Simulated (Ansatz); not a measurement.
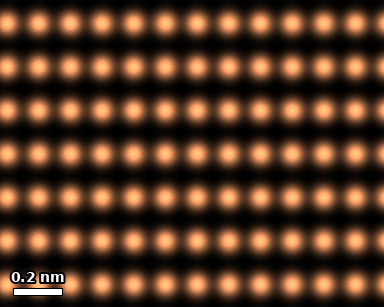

HAADF-like image of a crystal. Simulated incoherent Z contrast: every atom adds Z^1.8 spread by a probe of 0.79 Å full width; channelling and multiple scattering are left out.

Measure the repeat of the pattern.

The pattern repeats on a rectangular net of 1.3 × 1.8 Å.

What is the plane group of the image?

p2mm: mirror lines in two perpendicular directions, with twofold points where they cross.

How many columns does the smallest repeating cell hold, and how many levels of brightness?

1 column in the primitive cell of 2.5 Å², all of one brightness.

The crystal is Pt (Cmcm, No. 63) seen along [010]. Structure: a calculation's starting geometry; the starting structure was generated, so it need not be a known form of this composition.
